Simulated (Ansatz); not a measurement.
# Geometry relaxation, with input and output: Ru (part 3 of 3)

Ru (slab, 6 atoms in the cell); DFT, r2SCAN, PAW with Ansatz's default frozen-core files, scalar-relativistic, no spin polarisation (Ansatz 0.2.0); cutoff 500 eV, 12×8×1 k-mesh, Fermi–Dirac smearing of 0.08 eV. It belongs to a series of runs on one base structure; here: atoms relaxed, PAW files.

Geometry of the input (Å; fractional positions):
```
2.7034  0.0000  0.0000
0.0000  4.2641  0.0000
0.0000  0.0000  21.4628
Ru 0.7500  0.7500  0.3727
Ru 0.2500  0.2500  0.4091
Ru 0.2500  0.7500  0.4818
Ru 0.7500  0.2500  0.5182
Ru 0.7500  0.7500  0.5909
Ru 0.2500  0.2500  0.6273
```

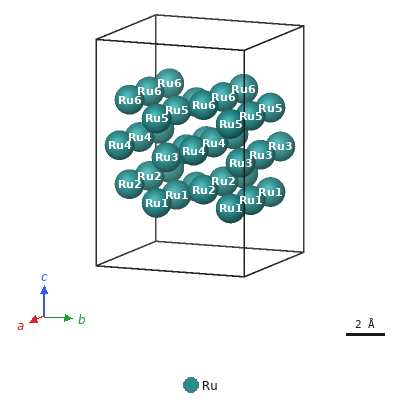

Figure 1. The geometry at step 3 of the log (spheres-only view of the 3 × 2 repeat of the cell, with the vacuum cut short, seen slightly off an axis; atoms are numbered from 1 in the order of the input).

**Output, continued**
```
  k-point 1: bands = ["-70.9203", "-70.7580", "-70.5110", "-70.4977", "-70.2251", "-70.2225", "-40.5665", "-40.3271", "-40.2437", "-40.0889", "-39.9984", "-39.9116", "-39.7058", "-39.6526", "-39.5691", "-39.5502", "-39.4503", "-39.4276", "-39.3524", "-39.3290", "-39.1447", "-39.1424", "-39.1158", "-39.1058", "-2.9765", "-1.7882", "-1.6240", "-1.5316", "-1.2321", "-0.8304", "-0.3728", "0.8662", "1.1942", "1.4639", "1.5461", "1.8938", "1.9690", "2.0858", "2.1325", "2.3434", "2.7143", "2.8177", "2.9243", "2.9375", "2.9471", "3.7295", "3.9587", "4.0245", "4.1539", "4.4906", "4.5598", "4.6514", "5.7573", "5.8409", "6.0605", "6.6201", "6.6478", "6.6564"]
  k-point 2: bands = ["-70.9004", "-70.7756", "-70.5013", "-70.4900", "-70.2356", "-70.2331", "-40.4996", "-40.3177", "-40.2998", "-39.9941", "-39.8810", "-39.8740", "-39.7737", "-39.6821", "-39.6102", "-39.5413", "-39.4262", "-39.4060", "-39.3676", "-39.3268", "-39.2146", "-39.2107", "-39.1407", "-39.1308", "-2.5094", "-1.7990", "-1.5945", "-1.2450", "-1.0824", "-0.5822", "0.1769", "0.4205", "1.1047", "1.4040", "1.5333", "1.5534", "1.7210", "1.9672", "2.0045", "2.2034", "2.4731", "2.7801", "2.8148", "2.9797", "3.4895", "3.9692", "4.1192", "4.1526", "4.3224", "4.5552", "5.1340", "5.2921", "5.2984", "5.7725", "5.7968", "5.9436", "6.3073", "6.3228"]
  k-point 34: bands = ["-70.7710", "-70.7710", "-70.4257", "-70.4257", "-70.1943", "-70.1943", "-40.5877", "-40.5877", "-40.3334", "-40.3334", "-40.1179", "-40.1179", "-39.8318", "-39.8318", "-39.7664", "-39.7664", "-39.5380", "-39.5380", "-39.3675", "-39.3675", "-39.3652", "-39.3652", "-39.2404", "-39.2404", "-1.6010", "-1.6010", "-1.3452", "-1.3452", "-0.7042", "-0.7042", "0.0283", "0.0283", "0.1475", "0.1475", "0.8982", "0.8982", "2.5114", "2.5114", "3.0507", "3.0507", "3.2298", "3.2298", "3.5766", "3.5766", "4.6112", "4.6112", "5.2276", "5.2276", "5.6665", "5.6665", "6.1417", "6.1417", "6.5158", "6.5158", "8.0148", "8.0148", "9.0531", "9.0531"]
--- Relaxed structure (5 steps of the walk, 5 accepted, 0 SCFs on fresh bases) ---
  F+E_penalty+E_count = -35339.77703956 eV   max|allowed force component| = 5.887e-4 eV/Å
  atoms:
    - { symbol: Ru, position: [0.7499999999999999, 0.75, 0.37889336130619267] }
    - { symbol: Ru, position: [0.24999999999999997, 0.25, 0.4087990301101592] }
    - { symbol: Ru, position: [0.24999999999999997, 0.75, 0.48294604712931116] }
    - { symbol: Ru, position: [0.7499999999999999, 0.25, 0.5170539531834042] }
    - { symbol: Ru, position: [0.7499999999999999, 0.75, 0.5912009697326772] }
    - { symbol: Ru, position: [0.24999999999999997, 0.25, 0.6211066385382555] }
```

**File rho_z.tsv**
```
# z_ang	rho[e/angstrom^3]
# format = ansatz-planar-average/11
# lattice	2.703370747	0.000000000	0.000000000
# lattice	0.000000000	4.264082115	0.000000000
# lattice	0.000000000	0.000000000	21.462800000
# sites	6
# site	44	2.027528060	3.198061586	8.132112435
# site	44	0.675842687	1.066020529	8.773971823
# site	44	0.675842687	3.198061586	10.365374420
# site	44	2.027528060	1.066020529	11.097425586
# site	44	2.027528060	3.198061586	12.688828173
# site	44	0.675842687	1.066020529	13.330687562
0.000000	5.851925e-6
0.134143	-5.827572e-6
0.268285	5.811390e-6
0.402427	-5.748388e-6
0.536570	5.699626e-6
0.670713	-5.589974e-6
0.804855	5.508395e-6
0.938998	-5.351240e-6
1.073140	5.250899e-6
1.207283	-5.030011e-6
1.341425	4.923009e-6
1.475568	-4.621186e-6
1.609710	4.545387e-6
1.743853	-4.114206e-6
1.877995	4.128467e-6
2.012138	-3.483641e-6
2.146280	3.719602e-6
2.280423	-2.684536e-6
2.414565	3.383441e-6
2.548707	-1.610702e-6
2.682850	3.274993e-6
2.816993	-7.370549e-8
2.951135	3.673748e-6
3.085278	2.348521e-6
3.219420	5.165918e-6
3.353563	6.437243e-6
3.487705	8.896634e-6
3.621848	1.387431e-5
3.755990	1.719460e-5
3.890132	2.786584e-5
4.024275	3.470832e-5
4.158418	5.514713e-5
4.292560	7.081907e-5
4.426703	1.087922e-4
4.560845	1.443119e-4
4.694987	2.157717e-4
4.829130	2.928965e-4
4.963273	4.288404e-4
5.097415	5.917793e-4
5.231558	8.551103e-4
5.365700	1.190697e-3
5.499842	1.703898e-3
5.633985	2.385966e-3
5.768128	3.394387e-3
5.902270	4.762832e-3
6.036413	6.744914e-3
6.170555	9.479515e-3
6.304698	1.340087e-2
6.438840	1.886784e-2
6.572983	2.671997e-2
6.707125	3.791658e-2
6.841267	5.437655e-2
6.975410	7.905854e-2
7.109553	1.181442e-1
7.243695	1.831505e-1
7.377838	2.991436e-1
7.511980	4.877771e-1
7.646123	7.404342e-1
7.780265	1.015255e0
7.914408	1.266185e0
8.048550	1.485438e0
8.182692	1.683690e0
8.316835	1.838873e0
8.450978	1.898559e0
8.585120	1.838927e0
8.719263	1.696189e0
8.853405	1.519909e0
8.987548	1.321917e0
9.121690	1.091400e0
9.255833	8.466350e-1
9.389975	6.435026e-1
9.524118	5.352987e-1
9.658260	5.530817e-1
9.792402	6.885443e-1
9.926545	8.989870e-1
10.060688	1.128778e0
10.194830	1.328703e0
10.328973	1.486506e0
10.463115	1.612316e0
10.597258	1.702750e0
10.731400	1.737169e0
10.865543	1.702750e0
10.999685	1.612316e0
11.133828	1.486506e0
11.267970	1.328703e0
11.402113	1.128778e0
11.536255	8.989871e-1
11.670397	6.885443e-1
11.804540	5.530817e-1
11.938683	5.352987e-1
12.072825	6.435026e-1
12.206968	8.466351e-1
12.341110	1.091400e0
12.475253	1.321917e0
12.609395	1.519909e0
12.743538	1.696189e0
12.877680	1.838927e0
13.011822	1.898559e0
13.145965	1.838873e0
13.280108	1.683690e0
13.414250	1.485438e0
13.548393	1.266185e0
13.682535	1.015255e0
13.816678	7.404342e-1
13.950820	4.877771e-1
14.084963	2.991436e-1
14.219105	1.831505e-1
14.353248	1.181442e-1
14.487390	7.905854e-2
14.621533	5.437655e-2
14.755675	3.791658e-2
14.889818	2.671997e-2
15.023960	1.886784e-2
15.158103	1.340087e-2
15.292245	9.479516e-3
15.426388	6.744915e-3
15.560530	4.762832e-3
15.694672	3.394387e-3
15.828815	2.385966e-3
15.962958	1.703898e-3
16.097100	1.190697e-3
16.231243	8.551102e-4
16.365385	5.917793e-4
16.499528	4.288404e-4
16.633670	2.928965e-4
16.767813	2.157717e-4
16.901955	1.443119e-4
17.036098	1.087923e-4
17.170240	7.081909e-5
17.304383	5.514715e-5
17.438525	3.470833e-5
17.572668	2.786586e-5
17.706810	1.719461e-5
17.840953	1.387432e-5
17.975095	8.896645e-6
18.109238	6.437252e-6
18.243380	5.165924e-6
18.377523	2.348524e-6
18.511665	3.673751e-6
18.645808	-7.370389e-8
18.779950	3.274993e-6
18.914093	-1.610703e-6
19.048235	3.383440e-6
19.182378	-2.684537e-6
19.316520	3.719601e-6
19.450662	-3.483643e-6
19.584805	4.128466e-6
19.718947	-4.114207e-6
19.853090	4.545386e-6
19.987233	-4.621187e-6
20.121375	4.923009e-6
20.255517	-5.030011e-6
20.389660	5.250899e-6
20.523803	-5.351239e-6
20.657945	5.508395e-6
20.792088	-5.589974e-6
20.926230	5.699626e-6
21.060372	-5.748388e-6
21.194515	5.811390e-6
21.328658	-5.827572e-6
```

**Trajectory as extended XYZ (Å, eV, eV/Å), 5 frames, from step=1 to step=5**
```
6
Lattice="2.7034 0.0000 0.0000 0.0000 4.2641 0.0000 0.0000 0.0000 21.4628" Properties=species:S:1:pos:R:3:forces:R:3 step=1 energy=-35339.62549
Ru    2.0275    3.1981    8.0000    0.0000   0.0000   1.0758
Ru    0.6758    1.0660    8.7804    0.0000   0.0000  -0.2088
Ru    0.6758    3.1981   10.3412    0.0000   0.0000   0.0210
Ru    2.0275    1.0660   11.1216    0.0000   0.0000  -0.0210
Ru    2.0275    3.1981   12.6824    0.0000   0.0000   0.2088
Ru    0.6758    1.0660   13.4628    0.0000   0.0000  -1.0758
6
Lattice="2.7034 0.0000 0.0000 0.0000 4.2641 0.0000 0.0000 0.0000 21.4628" Properties=species:S:1:pos:R:3:forces:R:3 step=2 energy=-35339.73332
Ru    2.0275    3.1981    8.1952    0.0000   0.0000  -0.5581
Ru    0.6758    1.0660    8.7981    0.0000   0.0000  -0.2453
Ru    0.6758    3.1981   10.3869    0.0000   0.0000  -0.1700
Ru    2.0275    1.0660   11.0759    0.0000   0.0000   0.1700
Ru    2.0275    3.1981   12.6647    0.0000   0.0000   0.2453
Ru    0.6758    1.0660   13.2676    0.0000   0.0000   0.5581
6
Lattice="2.7034 0.0000 0.0000 0.0000 4.2641 0.0000 0.0000 0.0000 21.4628" Properties=species:S:1:pos:R:3:forces:R:3 step=3 energy=-35339.77663
Ru    2.0275    3.1981    8.1342    0.0000   0.0000  -0.0083
Ru    0.6758    1.0660    8.7794    0.0000   0.0000  -0.0626
Ru    0.6758    3.1981   10.3669    0.0000   0.0000  -0.0249
Ru    2.0275    1.0660   11.0959    0.0000   0.0000   0.0249
Ru    2.0275    3.1981   12.6834    0.0000   0.0000   0.0626
Ru    0.6758    1.0660   13.3286    0.0000   0.0000   0.0083
6
Lattice="2.7034 0.0000 0.0000 0.0000 4.2641 0.0000 0.0000 0.0000 21.4628" Properties=species:S:1:pos:R:3:forces:R:3 step=4 energy=-35339.77695
Ru    2.0275    3.1981    8.1316    0.0000   0.0000  -0.0025
Ru    0.6758    1.0660    8.7713    0.0000   0.0000   0.0300
Ru    0.6758    3.1981   10.3646    0.0000   0.0000   0.0153
Ru    2.0275    1.0660   11.0982    0.0000   0.0000  -0.0153
Ru    2.0275    3.1981   12.6915    0.0000   0.0000  -0.0300
Ru    0.6758    1.0660   13.3312    0.0000   0.0000   0.0025
6
Lattice="2.7034 0.0000 0.0000 0.0000 4.2641 0.0000 0.0000 0.0000 21.4628" Properties=species:S:1:pos:R:3:forces:R:3 step=5 energy=-35339.77704
Ru    2.0275    3.1981    8.1321    0.0000   0.0000  -0.0005
Ru    0.6758    1.0660    8.7740    0.0000   0.0000  -0.0004
Ru    0.6758    3.1981   10.3654    0.0000   0.0000   0.0006
Ru    2.0275    1.0660   11.0974    0.0000   0.0000  -0.0006
Ru    2.0275    3.1981   12.6888    0.0000   0.0000   0.0004
Ru    0.6758    1.0660   13.3307    0.0000   0.0000   0.0005
```

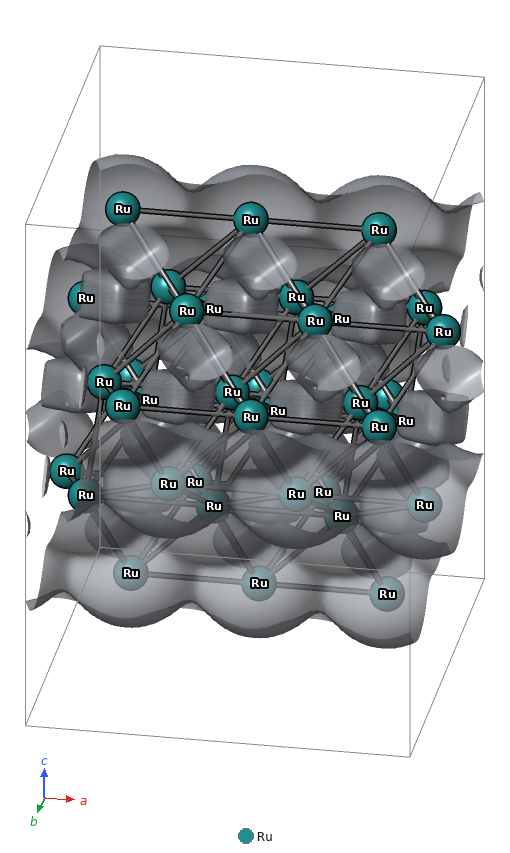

Figure 2. Isosurface of the valence pseudo-density at 0.3 e/Å³ (grey), seen at an oblique angle. Sticks mark near contacts. At this value the density is joined into sheets; it holds about 95 % of the electrons treated as valence (semicore included). On the grid the lowest density along these lines, outside the cores, is 0.46 e/Å³ (Ru–Ru, 2.60 Å), 0.4 e/Å³ (Ru–Ru, 2.66 Å) and 0.39 e/Å³ (Ru–Ru, 2.70 Å). Core electrons are frozen (PAW), so the fields are smoothed inside the atomic spheres.

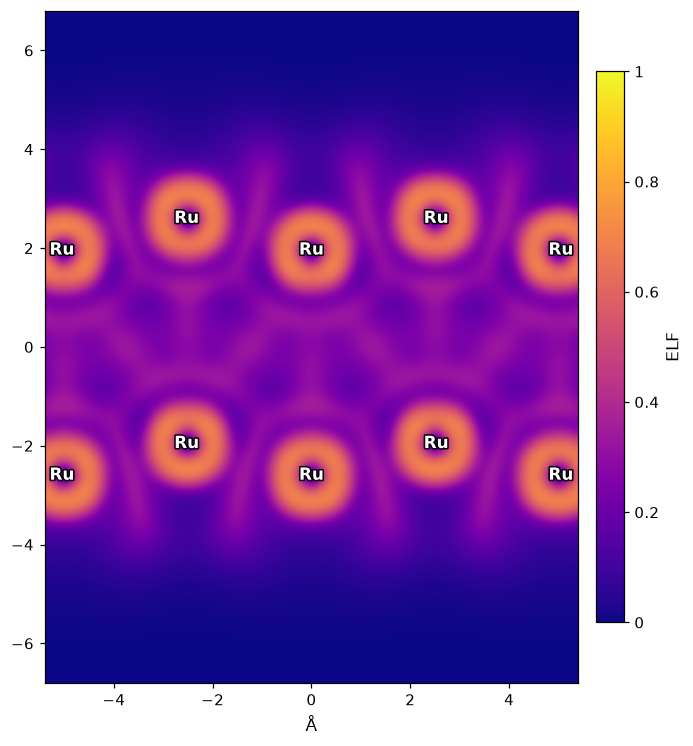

Figure 3. ELF on the (11̄0) plane of the calculation cell, a cut from vacuum to vacuum. Atoms in the plane: Ru. Ru–Ru (2.60 Å): the ELF is about 0.30 at the midpoint; no localised pair between them. The strong features right at Ru lie inside the PAW spheres (semicore, d or f shells) and say nothing about bonding.
